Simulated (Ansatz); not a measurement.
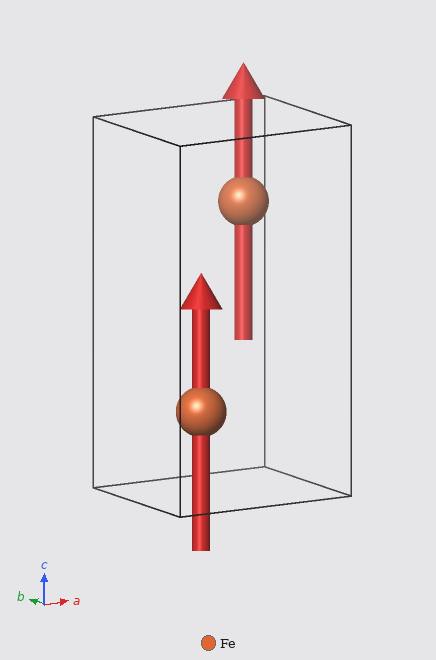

The crystal in a ball-and-stick representation, seen slightly off an axis. The wireframe shows the simulation cell. Arrows are the site magnetic moments above 0.25 μB; longer means larger, and red and blue are up and down (without spin-orbit coupling the axis itself is arbitrary).

This is the state reached for Fe. Computational set-up: DFT PBEsol, scalar-relativistic, plane waves, PAW in Ansatz, a 420 eV plane-wave basis, an 18×18×10 mesh of k-points, Gaussian smearing of 0.1 eV, collinear spins.

What do the arrows say about the order?

Answer. Ferromagnetic (within this cell). Site moments: 2 Fe +2.1 μB. The net spin moment of the whole cell is 4.2 μB.

Starting structure: a structure listed in the Materials Project. What is shown is the relaxed result from DFT PBEsol, scalar-relativistic, plane waves, PAW (Ansatz).
